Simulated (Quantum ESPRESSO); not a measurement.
# Single-point calculation of I

System: I (Cmce, 4 atoms in the cell).
Method: Kohn-Sham DFT of a periodic cell, LDA, GBRV 1.5 LDA, no spin polarisation (Quantum ESPRESSO 7.5).

The structure derives from an entry of the Crystallography Open Database. The volume is scaled by 1.04.

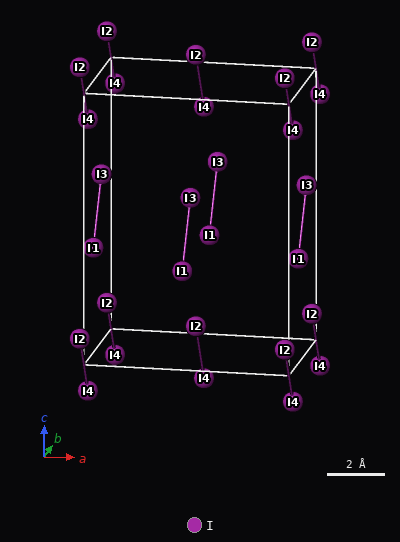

Fig. 1: The structure (ball-and-stick view of the cell 2 times as large as that of the calculation, set on its symmetry axes, seen slightly off an axis; atoms are numbered from 1 in the order of the input). An atom can appear more than once, as a periodic image. Near neighbours in the periodic cell (some may lie outside the picture): I has 1 I at 2.71 Å.

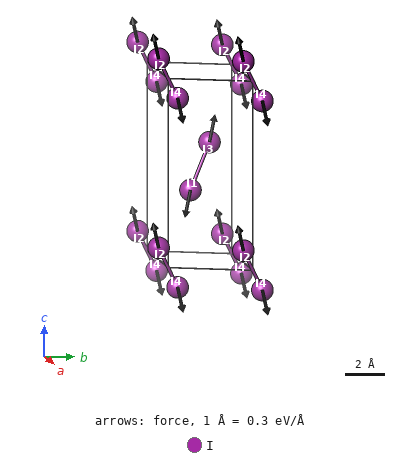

Fig. 2: Forces on the atoms as black arrows (ball-and-stick view of the cell of the calculation, seen slightly off an axis; atoms are numbered from 1 in the order of the input). The largest act on all 4 I atoms (0.44 eV/Å). The geometry is not a stationary point of this energy.

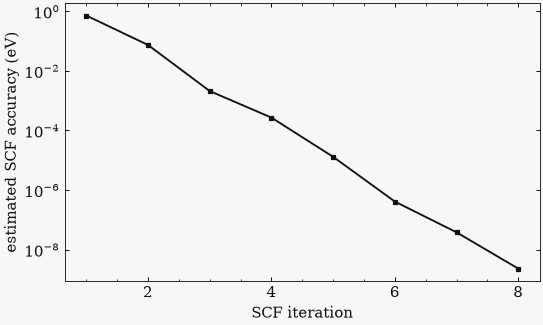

Fig. 3: Convergence of the self-consistent field: estimated SCF accuracy against the iteration. The field takes 8 iterations in all.

The input and output of the run follow.

Input file
```
&CONTROL
  calculation = 'scf'
  prefix = 'pwscf'
  outdir = './tmp'
  pseudo_dir = './pseudo'
  tprnfor = .true.
  tstress = .true.
  disk_io = 'nowf'
/
&SYSTEM
  ibrav = 0
  nat = 4
  ntyp = 1
  ecutwfc = 45
  ecutrho = 360
  nbnd = 21
  occupations = 'smearing'
  smearing = 'fd'
  degauss = 0.00367493
/
&ELECTRONS
  conv_thr = 8d-10
  electron_maxstep = 120
  mixing_beta = 0.5
/
ATOMIC_SPECIES
I    126.9045 i_lda_v1.uspp.F.UPF
CELL_PARAMETERS angstrom
   3.6828698935   -2.4265370353    0.0000000000
   3.6828698935    2.4265370353    0.0000000000
   0.0000000000    0.0000000000    9.9223158317
ATOMIC_POSITIONS crystal
I      0.6493000000    0.3507000000    0.3844000000
I      0.1493000000    0.8507000000    0.1156000000
I      0.3507000000    0.6493000000    0.6156000000
I      0.8507000000    0.1493000000    0.8844000000
K_POINTS automatic
7 7 3 0 0 0
```

Launch command:
```bash
OMP_NUM_THREADS=1 mpirun -n 2 pw.x -nk 2 -in pw.in > pw.out
```

The program's output
```
This program is part of the open-source Quantum ESPRESSO suite
     for quantum simulation of materials; please cite
         "P. Giannozzi et al., J. Phys.:Condens. Matter 21 395502 (2009);
         "P. Giannozzi et al., J. Phys.:Condens. Matter 29 465901 (2017);
         "P. Giannozzi et al., J. Chem. Phys. 152 154105 (2020);
          URL
     in publications or presentations arising from this work. More details at

     Message from routine setup:
     using ibrav=0 with symmetry is DISCOURAGED, use correct ibrav instead

     K-points division:     npool     =       2
     Subspace diagonalization in iterative solution of the eigenvalue problem:
     a serial algorithm will be used

     G-vector sticks info
     --------------------
     sticks:   dense  smooth     PW     G-vecs:    dense   smooth      PW
     Sum        1833     911    267               137981    48779    7901

     Using Slab Decomposition

     bravais-lattice index     =            0
     lattice parameter (alat)  =       8.3344  a.u.
     unit-cell volume          =    1196.7762 (a.u.)^3
     number of atoms/cell      =            4
     number of atomic types    =            1
     number of electrons       =        28.00
     number of Kohn-Sham states=           21
     kinetic-energy cutoff     =      45.0000  Ry
     charge density cutoff     =     360.0000  Ry
     scf convergence threshold =      8.0E-10
     mixing beta               =       0.5000
     number of iterations used =            8  plain     mixing
     Exchange-correlation= SLA  PZ   NOGX NOGC
                           (   1   1   0   0   0   0   0)

     celldm(1)=   8.334445  celldm(2)=   0.000000  celldm(3)=   0.000000
     celldm(4)=   0.000000  celldm(5)=   0.000000  celldm(6)=   0.000000

     crystal axes: (cart. coord. in units of alat)
               a(1) = (   0.835042  -0.550185   0.000000 )
               a(2) = (   0.835042   0.550185   0.000000 )
               a(3) = (   0.000000   0.000000   2.249755 )

     reciprocal axes: (cart. coord. in units 2 pi/alat)
               b(1) = (  0.598772 -0.908784  0.000000 )
               b(2) = (  0.598772  0.908784 -0.000000 )
               b(3) = ( -0.000000  0.000000  0.444493 )

     PseudoPot. # 1 for I  read from file:
     i_lda_v1.uspp.F.UPF
     Pseudo is Ultrasoft + core correction, Zval =  7.0
     Generated by new atomic code, or converted to UPF format
     Using radial grid of  893 points,  6 beta functions with:
                l(1) =   0
                l(2) =   0
                l(3) =   1
                l(4) =   1
                l(5) =   2
                l(6) =   2
     Q(r) pseudized with  8 coefficients,  rinner =    1.500   1.500   1.500
                                                       1.500   1.500

     atomic species   valence    mass     pseudopotential
     I                 7.00   126.90450     I ( 1.00)

      8 Sym. Ops., with inversion, found ( 4 have fractional translation)

   Cartesian axes

     site n.     atom                  positions (alat units)
         1        I      tau(   1) = (   0.8350425  -0.1642854   0.8648059  )
         2        I      tau(   2) = (   0.8350425   0.3859001   0.2600717  )
         3        I      tau(   3) = (   0.8350425   0.1642854   1.3849492  )
         4        I      tau(   4) = (   0.8350425  -0.3859001   1.9896834  )

     number of k points=    32  Fermi-Dirac smearing, width (Ry)=  0.0037
                       cart. coord. in units 2pi/alat
        k(    1) = (   0.0000000   0.0000000   0.0000000), wk =   0.0136054
        k(    2) = (   0.0000000   0.0000000   0.1481643), wk =   0.0272109
        k(    3) = (   0.0855388   0.1298263   0.0000000), wk =   0.0544218
        k(    4) = (   0.0855388   0.1298263   0.1481643), wk =   0.1088435
        k(    5) = (   0.1710777   0.2596527   0.0000000), wk =   0.0544218
        k(    6) = (   0.1710777   0.2596527   0.1481643), wk =   0.1088435
        k(    7) = (   0.2566165   0.3894790   0.0000000), wk =   0.0544218
        k(    8) = (   0.2566165   0.3894790   0.1481643), wk =   0.1088435
        k(    9) = (   0.1710777   0.0000000   0.0000000), wk =   0.0272109
        k(   10) = (   0.1710777   0.0000000   0.1481643), wk =   0.0544218
        k(   11) = (   0.2566165   0.1298263   0.0000000), wk =   0.0544218
        k(   12) = (   0.2566165   0.1298263   0.1481643), wk =   0.1088435
        k(   13) = (   0.3421554   0.2596527   0.0000000), wk =   0.0544218
        k(   14) = (   0.3421554   0.2596527   0.1481643), wk =   0.1088435
        k(   15) = (  -0.1710777  -0.5193054   0.0000000), wk =   0.0544218
        k(   16) = (  -0.1710777  -0.5193054   0.1481643), wk =   0.1088435
        k(   17) = (  -0.0855388  -0.3894790   0.0000000), wk =   0.0544218
        k(   18) = (  -0.0855388  -0.3894790   0.1481643), wk =   0.1088435
        k(   19) = (  -0.0000000  -0.2596527   0.0000000), wk =   0.0272109
        k(   20) = (  -0.0000000  -0.2596527   0.1481643), wk =   0.0544218
        k(   21) = (   0.3421554   0.0000000   0.0000000), wk =   0.0272109
        k(   22) = (   0.3421554   0.0000000   0.1481643), wk =   0.0544218
        k(   23) = (   0.4276942   0.1298263   0.0000000), wk =   0.0544218
        k(   24) = (   0.4276942   0.1298263   0.1481643), wk =   0.1088435
        k(   25) = (  -0.0855388  -0.6491317   0.0000000), wk =   0.0544218
        k(   26) = (  -0.0855388  -0.6491317   0.1481643), wk =   0.1088435
        k(   27) = (  -0.0000000  -0.5193054   0.0000000), wk =   0.0272109
        k(   28) = (  -0.0000000  -0.5193054   0.1481643), wk =   0.0544218
        k(   29) = (   0.5132331  -0.0000000   0.0000000), wk =   0.0272109
        k(   30) = (   0.5132331  -0.0000000   0.1481643), wk =   0.0544218
        k(   31) = (  -0.0000000  -0.7789581   0.0000000), wk =   0.0272109
        k(   32) = (  -0.0000000  -0.7789581   0.1481643), wk =   0.0544218

     Dense  grid:   137981 G-vectors     FFT dimensions: (  54,  54, 120)

     Smooth grid:    48779 G-vectors     FFT dimensions: (  36,  36,  90)

     Initial potential from superposition of free atoms

     starting charge      27.9996, renormalised to      28.0000
     Starting wfcs are   16 randomized atomic wfcs +    5 random wfcs

     Self-consistent Calculation

     iteration #  1     ecut=    45.00 Ry     beta= 0.50
     Davidson diagonalization with overlap
     ethr =  1.00E-02,  avg # of iterations =  6.3

     Threshold (ethr) on eigenvalues was too large:
     Diagonalizing with lowered threshold

     Davidson diagonalization with overlap
     ethr =  1.94E-04,  avg # of iterations =  5.4

     total energy              =    -258.74499749 Ry
     estimated scf accuracy    <       0.05288113 Ry

     iteration #  2     ecut=    45.00 Ry     beta= 0.50
     Davidson diagonalization with overlap
     ethr =  1.89E-04,  avg # of iterations =  1.8

     total energy              =    -258.74688974 Ry
     estimated scf accuracy    <       0.00546361 Ry

     iteration #  3     ecut=    45.00 Ry     beta= 0.50
     Davidson diagonalization with overlap
     ethr =  1.95E-05,  avg # of iterations =  4.5

     total energy              =    -258.74771417 Ry
     estimated scf accuracy    <       0.00015122 Ry

     iteration #  4     ecut=    45.00 Ry     beta= 0.50
     Davidson diagonalization with overlap
     c_bands:  1 eigenvalues not converged
     c_bands:  1 eigenvalues not converged
     ethr =  5.40E-07,  avg # of iterations =  6.6

     total energy              =    -258.74780903 Ry
     estimated scf accuracy    <       0.00002017 Ry

     iteration #  5     ecut=    45.00 Ry     beta= 0.50
     Davidson diagonalization with overlap
     ethr =  7.20E-08,  avg # of iterations =  2.8

     total energy              =    -258.74781176 Ry
     estimated scf accuracy    <       0.00000099 Ry

     iteration #  6     ecut=    45.00 Ry     beta= 0.50
     Davidson diagonalization with overlap
     ethr =  3.54E-09,  avg # of iterations =  2.4

     total energy              =    -258.74781190 Ry
     estimated scf accuracy    <       0.00000003 Ry

     iteration #  7     ecut=    45.00 Ry     beta= 0.50
     Davidson diagonalization with overlap
     ethr =  1.02E-10,  avg # of iterations =  4.3

     total energy              =    -258.74781192 Ry
     estimated scf accuracy    <          2.8E-09 Ry

     iteration #  8     ecut=    45.00 Ry     beta= 0.50
     Davidson diagonalization with overlap
     ethr =  1.01E-11,  avg # of iterations =  3.2

     End of self-consistent calculation

          k = 0.0000 0.0000 0.0000 (  6079 PWs)   bands (ev):

   -11.2585 -10.8331  -9.3265  -8.4858  -2.1793  -0.9284   0.5140   0.5366
     1.0215   1.1202   1.1406   1.6858   2.1493   2.2103   3.4202   4.2525
     7.1678   7.4321   7.5217   9.1681   9.3274

          k = 0.0000 0.0000 0.1482 (  6092 PWs)   bands (ev):

   -11.1749 -10.9694  -9.0951  -8.6828  -1.9186  -1.3275   0.6566   0.8809
     1.0110   1.0495   1.1088   1.4679   2.1667   2.1970   3.5073   3.9137
     7.4891   7.7015   7.8530   8.7842   9.1810

          k = 0.0855 0.1298 0.0000 (  6065 PWs)   bands (ev):

   -11.2014 -10.8111  -9.2836  -8.5301  -2.1688  -1.0759   0.0907   0.1942
     0.8656   0.9626   1.4829   1.9026   2.0476   2.0864   3.3915   4.1495
     7.6183   7.6736   8.0342   9.0541   9.2194

          k = 0.0855 0.1298 0.1482 (  6094 PWs)   bands (ev):

   -11.1233 -10.9338  -9.0768  -8.7063  -1.9497  -1.4368   0.2192   0.5195
     0.9230   0.9485   1.2123   1.6294   2.0656   2.0827   3.6540   4.0255
     7.6884   7.8989   8.2839   8.8471   9.3491

          k = 0.1711 0.2597 0.0000 (  6089 PWs)   bands (ev):

   -11.0543 -10.7720  -9.1685  -8.6550  -2.1774  -1.5077  -0.2746  -0.1730
     0.6212   0.7514   1.4868   1.5644   1.8920   1.9664   3.7507   4.1376
     7.9360   7.9368   8.6802   8.9667   9.5233

          k = 0.1711 0.2597 0.1482 (  6091 PWs)   bands (ev):

   -10.9943 -10.8553  -9.0303  -8.7759  -2.0138  -1.6440  -0.4982  -0.0659
     0.7081   0.7599   1.2728   1.7474   1.8955   2.0438   3.7607   4.1130
     8.0315   8.0740   8.7666   8.8303   9.4059

          k = 0.2566 0.3895 0.0000 (  6106 PWs)   bands (ev):

   -10.8860 -10.7813  -9.0096  -8.8294  -2.1692  -1.9572  -0.3456  -0.2848
     0.5492   0.6550   1.1078   1.1180   1.8219   1.8530   4.1789   4.2729
     7.6069   7.6108   9.3911   9.4690  10.0346

          k = 0.2566 0.3895 0.1482 (  6100 PWs)   bands (ev):

   -10.8611 -10.8088  -8.9643  -8.8743  -2.0053  -1.8417  -0.8418  -0.6167
     0.5672   0.5942   1.3963   1.5373   1.9410   2.1422   3.7749   4.0178
     7.8231   7.8330   8.8625   8.9071  10.3319

          k = 0.1711 0.0000 0.0000 (  6083 PWs)   bands (ev):

   -11.2086 -10.7965  -9.2847  -8.4785  -2.1355  -0.9835   0.4103   0.4285
     0.4669   0.5916   1.3149   1.6762   1.8818   2.1527   3.4318   4.1847
     7.6180   7.9072   7.9374   9.2667   9.5656

          k = 0.1711 0.0000 0.1482 (  6111 PWs)   bands (ev):

   -11.1270 -10.9275  -9.0629  -8.6671  -1.8969  -1.3535   0.4632   0.5440
     0.6265   0.7999   1.0796   1.4165   1.9931   2.1223   3.5405   3.9103
     7.9679   8.1430   8.2400   8.9705   9.5692

          k = 0.2566 0.1298 0.0000 (  6091 PWs)   bands (ev):

   -11.1154 -10.7519  -9.2120  -8.5237  -2.1050  -1.1787  -0.1869  -0.1214
     0.2925   0.6369   1.4122   1.5682   1.8192   2.0419   3.4349   4.0441
     7.9817   8.4169   8.4299   9.0815   9.1451

          k = 0.2566 0.1298 0.1482 (  6097 PWs)   bands (ev):

   -11.0417 -10.8645  -9.0235  -8.6843  -1.9212  -1.4820  -0.1385  -0.0008
     0.5908   0.6117   1.0844   1.5174   1.7814   1.9915   3.6526   3.9525
     8.3434   8.4691   8.5309   8.9460   9.3439

          k = 0.3422 0.2597 0.0000 (  6102 PWs)   bands (ev):

   -10.9673 -10.7268  -9.0937  -8.6662  -2.1256  -1.6334  -0.4191  -0.4106
     0.1451   0.5322   1.2514   1.3371   1.7326   1.9908   3.7607   4.0494
     8.0757   8.2440   8.7982   9.6519   9.8420

          k = 0.3422 0.2597 0.1482 (  6104 PWs)   bands (ev):

   -10.9150 -10.7961  -8.9797  -8.7675  -1.9849  -1.6827  -0.7043  -0.4059
     0.3121   0.4275   1.1574   1.6065   1.7524   2.0280   3.7122   4.0259
     8.1006   8.4302   8.9737   9.1621   9.4275

          k =-0.1711-0.5193 0.0000 (  6098 PWs)   bands (ev):

   -10.8375 -10.7819  -8.9542  -8.8612  -2.0850  -2.0239  -0.3881  -0.2728
     0.2146   0.5046   1.0485   1.0788   1.5364   1.9964   4.1875   4.2333
     7.9918   8.2081   9.2906   9.8788  10.1844

          k =-0.1711-0.5193 0.1482 (  6112 PWs)   bands (ev):

   -10.8238 -10.7960  -8.9318  -8.8854  -1.9454  -1.8745  -0.7789  -0.6642
     0.1422   0.3195   1.3762   1.6124   1.9046   2.0631   3.7853   3.9621
     8.0439   8.3855   8.9808   9.7194  10.1271

          k =-0.0855-0.3895 0.0000 (  6092 PWs)   bands (ev):

   -10.9255 -10.7823  -9.0514  -8.8014  -2.1809  -1.8380  -0.1809  -0.1105
     0.2713   0.5577   1.1945   1.2978   1.5753   2.0394   4.1575   4.3070
     8.2517   8.4440   9.0925   9.7949  10.0318

          k =-0.0855-0.3895 0.1482 (  6092 PWs)   bands (ev):

   -10.8924 -10.8211  -8.9873  -8.8627  -2.0107  -1.7807  -0.6694  -0.3735
     0.2701   0.4469   1.5677   1.6636   1.9190   2.1037   3.7744   4.0684
     8.3250   8.5332   9.1628   9.7068   9.7466

          k =-0.0000-0.2597 0.0000 (  6072 PWs)   bands (ev):

   -11.0921 -10.7923  -9.2007  -8.6495  -2.1895  -1.4320  -0.0859  -0.0524
     0.6131   0.7961   1.6094   1.7141   1.8265   2.0897   3.7097   4.1790
     8.0618   8.3659   8.7544   9.0341   9.2272

          k =-0.0000-0.2597 0.1482 (  6079 PWs)   bands (ev):

   -11.0290 -10.8817  -9.0518  -8.7791  -2.0141  -1.6146  -0.3028   0.1758
     0.6533   0.7438   1.3608   1.8975   1.9884   2.0280   3.7734   4.1472
     8.0411   8.2676   9.0009   9.1991   9.3889

          k = 0.3422 0.0000 0.0000 (  6087 PWs)   bands (ev):

   -11.0917 -10.7117  -9.1879  -8.4624  -2.0323  -1.1040  -0.4711   0.0055
     0.2055   0.2608   1.1455   1.2576   1.5925   2.0390   3.4068   4.0362
     7.6901   8.3210   8.7817   9.0857   9.5576

          k = 0.3422 0.0000 0.1482 (  6100 PWs)   bands (ev):

   -11.0153 -10.8306  -8.9886  -8.6315  -1.8435  -1.4051  -0.3824  -0.1618
     0.3926   0.6258   0.8675   1.2870   1.5730   1.9284   3.4882   3.8014
     8.0396   8.6281   9.1743   9.2380   9.3136

          k = 0.4277 0.1298 0.0000 (  6119 PWs)   bands (ev):

   -11.0032 -10.6762  -9.1193  -8.5154  -2.0081  -1.2895  -0.7818  -0.3660
     0.0987   0.1280   0.9404   1.2590   1.7256   1.9984   3.3966   3.9084
     7.8012   8.6484   8.6715   8.9998   9.6599

          k = 0.4277 0.1298 0.1482 (  6103 PWs)   bands (ev):

   -10.9355 -10.7754  -8.9546  -8.6563  -1.8664  -1.5170  -0.6855  -0.4801
     0.1274   0.3975   0.9558   1.3594   1.4453   1.8205   3.5731   3.8327
     8.1518   8.5329   8.8624   9.1590   9.5360

          k =-0.0855-0.6491 0.0000 (  6118 PWs)   bands (ev):

   -10.8957 -10.6910  -9.0309  -8.6740  -2.0366  -1.6837  -0.7682  -0.3370
     0.0050   0.0281   0.8572   1.2669   1.5884   2.0092   3.7388   3.9780
     8.4430   8.6023   9.3389   9.5850   9.8536

          k =-0.0855-0.6491 0.1482 (  6114 PWs)   bands (ev):

   -10.8502 -10.7486  -8.9367  -8.7591  -1.9219  -1.6902  -0.7008  -0.5839
    -0.2214  -0.0018   1.1581   1.3714   1.7282   1.9015   3.6741   3.9536
     8.6583   8.8083   9.1176   9.2159   9.7388

          k =-0.0000-0.5193 0.0000 (  6118 PWs)   bands (ev):

   -10.8162 -10.7830  -8.9283  -8.8744  -2.0255  -2.0132  -0.4177  -0.0829
     0.0050   0.1700   1.0676   1.1021   1.3179   2.0385   4.1881   4.2155
     8.7360   9.1576   9.5593   9.7806  10.0943

          k =-0.0000-0.5193 0.1482 (  6110 PWs)   bands (ev):

   -10.8078 -10.7912  -8.9159  -8.8890  -1.9070  -1.8615  -0.5957  -0.4724
    -0.3153  -0.0446   1.3987   1.7174   1.8434   1.9412   3.7952   3.9410
     8.8573   9.3073   9.4170   9.8455   9.9400

          k = 0.5132-0.0000 0.0000 (  6093 PWs)   bands (ev):

   -10.9929 -10.6414  -9.1071  -8.4495  -1.9329  -1.1976  -1.1031  -0.3608
     0.0625   0.2749   0.6524   0.9468   1.5421   1.9662   3.3584   3.9216
     7.3866   8.0659   8.3268   8.4477  10.3983

          k = 0.5132-0.0000 0.1482 (  6111 PWs)   bands (ev):

   -10.9212 -10.7496  -8.9268  -8.6026  -1.7860  -1.4361  -0.9822  -0.6520
     0.2569   0.5484   0.7955   1.0951   1.2753   1.6886   3.4018   3.6841
     7.7998   8.3910   8.7673   8.9769   9.4329

          k =-0.0000-0.7790 0.0000 (  6100 PWs)   bands (ev):

   -10.9513 -10.6418  -9.0766  -8.5117  -1.9461  -1.3307  -1.1017  -0.3383
    -0.1904   0.1572   0.5734   1.1907   1.6949   1.9713   3.3670   3.8473
     7.5920   8.3140   8.4965   8.8090  10.4762

          k =-0.0000-0.7790 0.1482 (  6122 PWs)   bands (ev):

   -10.8866 -10.7348  -8.9229  -8.6435  -1.8264  -1.5244  -0.9782  -0.6387
    -0.0562   0.3437   1.0132   1.0349   1.4728   1.6669   3.5282   3.7781
     8.0378   8.3906   8.7265   9.2614   9.6583

     the Fermi energy is     2.7830 ev

!    total energy              =    -258.74781192 Ry
     estimated scf accuracy    <          1.7E-10 Ry
     smearing contrib. (-TS)   =      -0.00000017 Ry
     internal energy E=F+TS    =    -258.74781174 Ry

     The total energy is F=E-TS. E is the sum of the following terms:
     one-electron contribution =       1.69455043 Ry
     hartree contribution      =      10.91298479 Ry
     xc contribution           =    -189.52515986 Ry
     ewald contribution        =     -81.83018711 Ry

     convergence has been achieved in   8 iterations

     Forces acting on atoms (cartesian axes, Ry/au):

     atom    1 type  1   force =    -0.00000000   -0.00501059   -0.01639278
     atom    2 type  1   force =    -0.00000000   -0.00501059    0.01639278
     atom    3 type  1   force =     0.00000000    0.00501059    0.01639278
     atom    4 type  1   force =     0.00000000    0.00501059   -0.01639278

     Total force =     0.034283     Total SCF correction =     0.000025

     Computing stress (Cartesian axis) and pressure

          total   stress  (Ry/bohr**3)                   (kbar)     P=      -17.25
  -0.00006200  -0.00000000   0.00000000           -9.12       -0.00        0.00
  -0.00000000  -0.00014918   0.00000000           -0.00      -21.95        0.00
   0.00000000   0.00000000  -0.00014059            0.00        0.00      -20.68

=------------------------------------------------------------------------------=
   JOB DONE.
=------------------------------------------------------------------------------=
```

Summary

| quantity | value |
| --- | --- |
| outcome | converged |
| space group (tolerance 0.01 Å) | Cmce (64) |
| electrons treated | 28 |
| free energy | −3520.4433 eV |
| Fermi energy | 2.783 eV |
| gap on the k-point mesh | 1.15 eV |
| pressure | −1.72 GPa |
| largest force (length of the vector) | 0.441 eV/Å |
| hardware | 2 threads of Arm Neoverse V1, 24 GiB of memory available, shared host |
| wall time | 45 s (CPU time 90 s) |
| peak memory | 0.7 GiB |
